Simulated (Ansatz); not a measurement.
**KCl: densities and their changes**

Space group Pm-3m. The cell comes from a database of computed structures, not from a measurement.

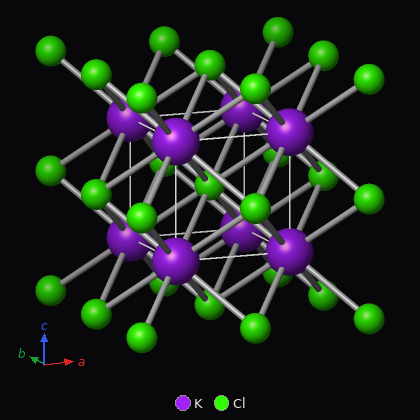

The conventional cell.

Input file:

```
crystal:
  lattice:
    - [3.839196, 0.0, 0.0]
    - [0.0, 3.839196, 0.0]
    - [0.0, 0.0, 3.839196]
  atoms:
    - { symbol: K, position: [0.0, 0.0, 0.0] }
    - { symbol: Cl, position: [0.5, 0.5, 0.5] }
basis:
  ecutwfc: 420
  fft_grid_basis: typed
kpoints:
  mp_grid: { grid: [8, 8, 8] }
hamiltonian:
  xc: pbe
  pseudopotentials: { kind: paw }
scf:
  occupations: { method: gaussian, width: 0.05 }
output:
  forces: true
  stress: true
  eigenvalues: true
  bader: true
  write_density: true
  volumetric_format: npy
  elf: true
```

Command:

```sh
ansatz run input.yaml --threads 1 --pin off --max-ram 2560MiB --backend cpu --events-out ev --progress --plain --runs-dir out
```

The picture shows the conventional cell (a = 3.84 Å, b = 3.84 Å, c = 3.84 Å, α = 90.00°, β = 90.00°, γ = 90.00°).

All numbers below come from DFT PBE, scalar-relativistic, plane waves, PAW (Ansatz).

Core electrons are frozen (PAW), so the maps are meaningful between the atoms, not at the nuclei.

## 1. Bonding charge

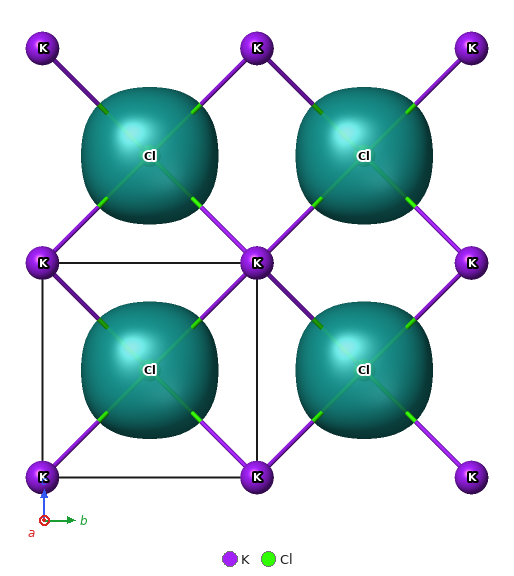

*Bonding charge density, ρ(crystal) − Σ ρ(neutral atoms): teal surfaces at +0.02, none at −0.02 e/Å³, in the conventional cell, repeated, seen along the a axis (the regions close to the nuclei are left out). Cores are masked to 1.0 Å (K) and 0.7 Å (Cl).*

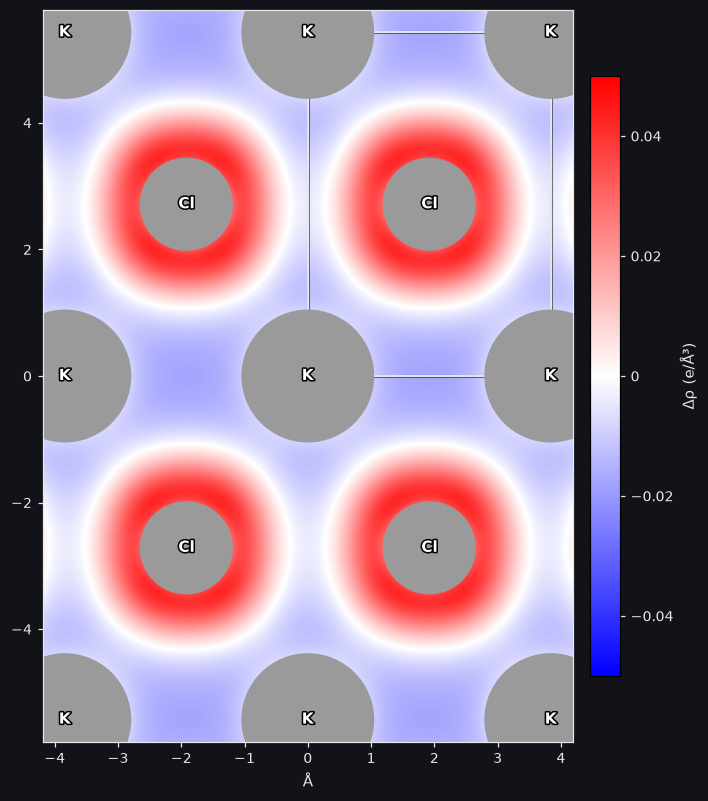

Also shown: a map on the (011̄) plane of the conventional cell, with grey discs over the atomic cores.

**Where does charge go when the atoms form this crystal?**

Cl–K (3.32 Å): Δρ is about zero at the midpoint, so little or no bond charge builds up halfway. Over the whole cell, outside the masked cores, the largest gain, 0.04 e/Å³, lies 0.9 Å from a chlorine nucleus, and the largest loss, 0.018 e/Å³, lies 1.9 Å from a potassium nucleus. In all about 0.17 e an atom is rearranged against the free atoms. Bader charges: K +0.84 and Cl −0.84 e.

## 2. States by energy

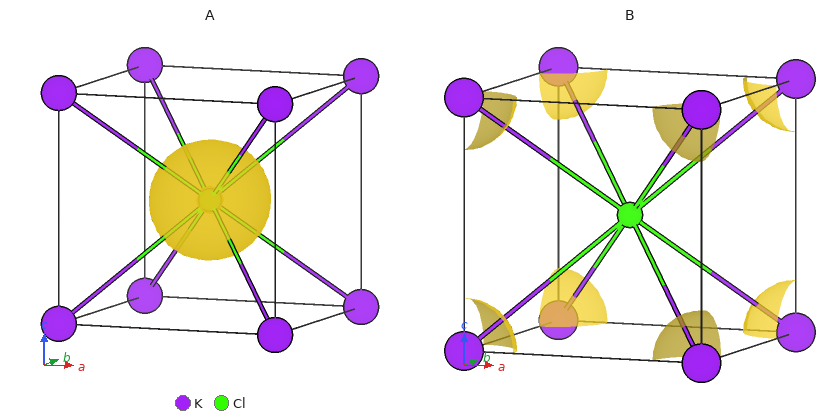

KCl: densities of the states in two energy windows, as isosurfaces (each at a level of its own) in the conventional cell.

**The windows, about the valence-band maximum, are −12.8 to −12.1 eV and −11.69 to −11.26 eV. Which panel shows which?**

Panel A: −12.8 to −12.1 eV, a separate group of bands (semicore or deep states), mainly Cl 3s (80 %) and K 3p (10 %).
Panel B: −11.69 to −11.26 eV, a separate group of bands, mainly K 3p (95 %).
The characters are Löwdin shares on a minimal set of atomic orbitals.

## 3. Change of volume

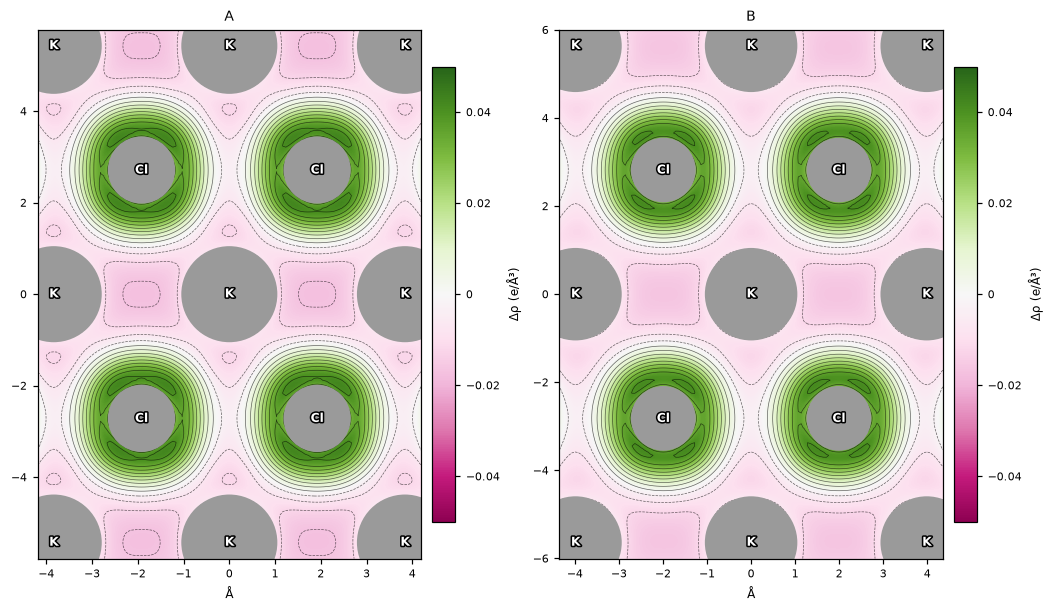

KCl: deformation density on the (101) plane of the conventional cell at two volumes, with the same fractional coordinates and one colour scale. Grey discs cover the cores.

**Which panel is the larger cell, by how much, and what changes?**

B is the larger cell: B has 112 % of the volume of A. From A to B, Cl–K goes from 3.32 to 3.45 Å, and Δρ at its midpoint stays at about zero. The pressure is −0.1 GPa in A and −1.6 GPa in B. Bader charges in A: K +0.84 and Cl −0.84 e; in B: K +0.86 and Cl −0.86 e. The rearranged charge is 0.17 e an atom in A and 0.18 e in B.

## 4. Moving an atom

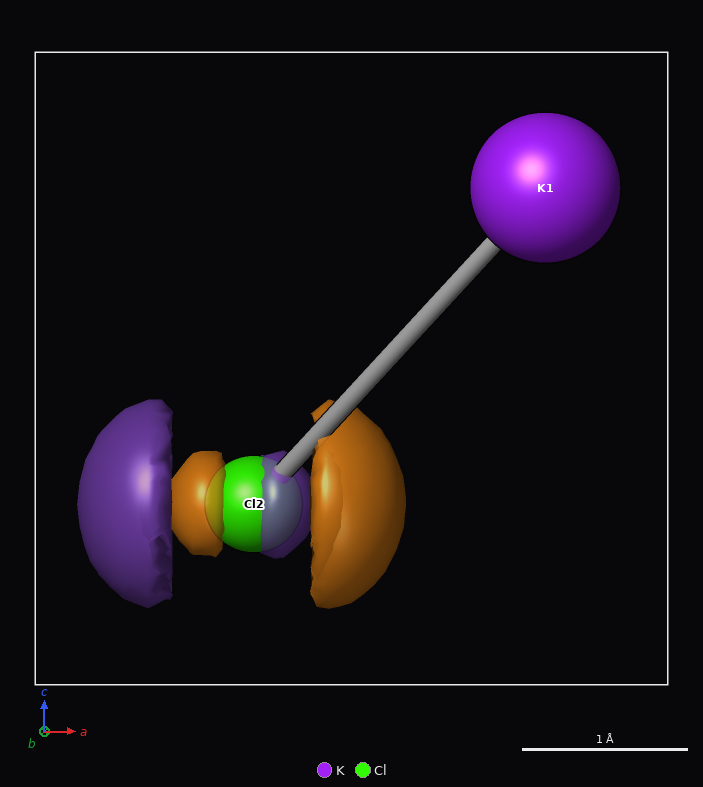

KCl: one atom of the 2-atom cell (and its periodic copies) was moved a little. Density after less density before, orange at +0.3 and purple at −0.3 e/Å³, seen along the b axis; cell a = 3.84 Å, b = 3.84 Å, c = 3.84 Å, α = 90.00°, β = 90.00°, γ = 90.00°. The lobes lie largely inside the PAW sphere, where the density is a smoothed one.

**Find the displaced atom and its direction.**

Cl2 moved towards the orange lobe, to the right in the picture. In the run the shift was 0.15 Å along [1 0 0] in the axes of the cell drawn.

**What restoring force does the calculation give for this move?**

The force on it changes by 0.09 eV/Å along the move, against it: a stiffness of about 0.63 eV/Å² for this sublattice shift.

## 5. Taking out a sublattice

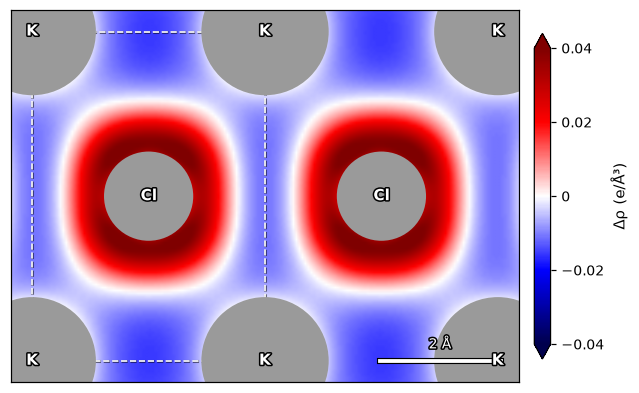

Density of the crystal less the densities of its K sublattice and of the rest (Cl), each computed alone with the atoms in place (the rest with spin, the K sublattice without): a map on the (101̄) plane of the conventional cell, with grey discs over the atomic cores. Cores are masked to 1.0 Å (K) and 0.7 Å (Cl).

**Which way does charge flow, and where does it go?**

Over the whole cell, outside the masked cores, the largest gain, 0.04 e/Å³, lies 0.9 Å from a chlorine nucleus, and the largest loss, 0.016 e/Å³, lies 1.9 Å from a potassium nucleus.
- About 0.3 e is rearranged for each K atom.
- By Bader's partition K carries +0.84 e, so it gives electrons to the rest.

**What is E(crystal) − E(K sublattice) − E(rest) for each K atom?**

E(crystal) − E(K sublattice) − E(rest) is −5.2 eV for each K atom (negative: bound). The references are the frozen sublattices, not the elements, so this isn't a formation energy. A moment in a sublattice run without spin would make it less negative.

## 6. Putting it together

Charge passes from K (Pauling electronegativity 0.82) to Cl (3.16), the direction that the scale predicts; the Bader charges fall short of whole formal charges, as they usually do. The two pressures give a mean stiffness −ΔP/Δln V of about 14 GPa over this range, with the atoms held at their fractional positions.
